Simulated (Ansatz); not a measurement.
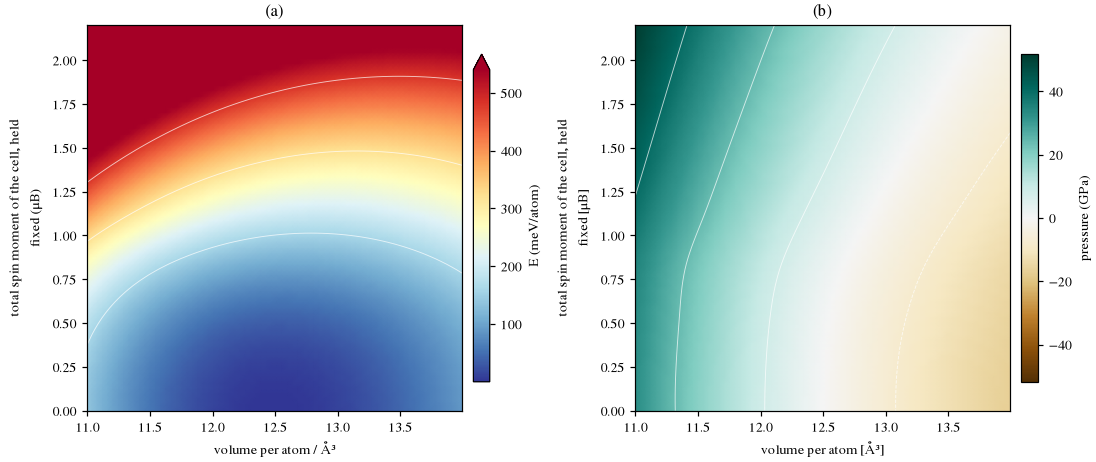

CoSi₂ (Fm-3m, No. 225; 3 atoms in the cell). The energy is mapped over volume and a fixed ferromagnetic moment. Coordinates scanned: (1) volume per atom; (2) total spin moment of the cell, held fixed. Nothing is relaxed (shape and fractional coordinates fixed). The grid has 7 × 9 points. Points are written as (first, second). Energies: meV/atom, counted from the lowest grid point. The moment is held fixed and parallel; antiferromagnetic orders weren't tried. These are results of Ansatz 0.2.0, DFT PBEsol, scalar-relativistic, plane waves, PAW, not measurements. Settings: cutoff 520 eV, k-mesh 14×14×14, gaussian smearing 0.15 eV.

Panel (a) is the energy and panel (b) the computed pressure on the same grid.

Drawn: a smooth colour map with a few white contour lines, one colour for all values above the top of the scale. Between grid points the surface is interpolated.

How does the pressure vary over the map, and what is it at the lowest grid point?

Answer. It runs from −17 GPa at (14.0 Å³, 0.000 μB) to 52 GPa at (11.0 Å³, 2.200 μB). At the lowest grid point, (12.5 Å³, 0.000 μB), it is 0 GPa. That point lies on the edge of the scan.

PAW datasets: the set soft_1.
